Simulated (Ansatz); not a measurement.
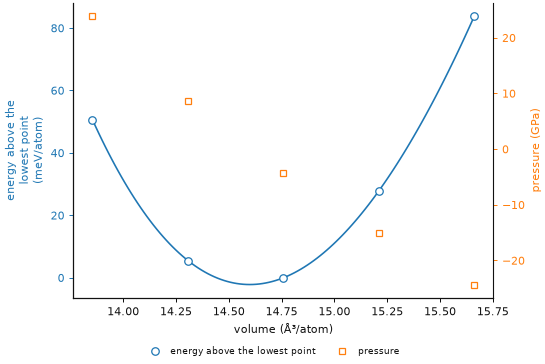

The plot gives the computed energy above the lowest point and pressure against volume for Re, space group Fm-3m (No. 225) (one of a set of cubic test structures, which need not be the stable phase).

Calculation (Ansatz 0.2.0 development build): equation of state of a cubic crystal from periodic Kohn-Sham density functional theory without spin, third-order Birch-Murnaghan fit to the free energies; pressure corrected for the finite basis. Level: HSE06.

| setting | value |
| --- | --- |
| structure type | fcc |
| atoms in cell | 1 |
| space group number | 225 |
| lattice centring | face-centred primitive |
| k mesh | 6×6×6 |
| occupation method | Fermi–Dirac |
| occupation width | 0.1 eV |
| wave cutoff | 560 eV |
| datasets | hand-made PAW |
| density tolerance | 0 eV |
| bands | 19 |
| density cutoff ratio | 4 |
| search for lower states | default |
| exchange singularity | regularized |

Give the fitted equation-of-state parameters.

Answer. A third-order Birch–Murnaghan fit gives V0 = 14.60 Å³/atom, B0 = 405 GPa and B′ = 4.5.

Read off the course of the pressure.

Answer. It falls from 23.8 GPa at volume 13.85 Å³/atom to −24.3 GPa at 15.66 Å³/atom, and changes sign near 14.61 Å³/atom.

Caveats: coarse k-mesh, values are not converged in k; cubic model structure, not the ambient form.

The computed values:

| volume (Å³/atom) | energy above the lowest point (meV/atom) | pressure (GPa) |
| --- | --- | --- |
| 13.85 | 50.6 | 23.8 |
| 14.31 | 5.5 | 8.6 |
| 14.76 | 0.0 | −4.3 |
| 15.21 | 27.7 | −15.1 |
| 15.66 | 83.7 | −24.3 |
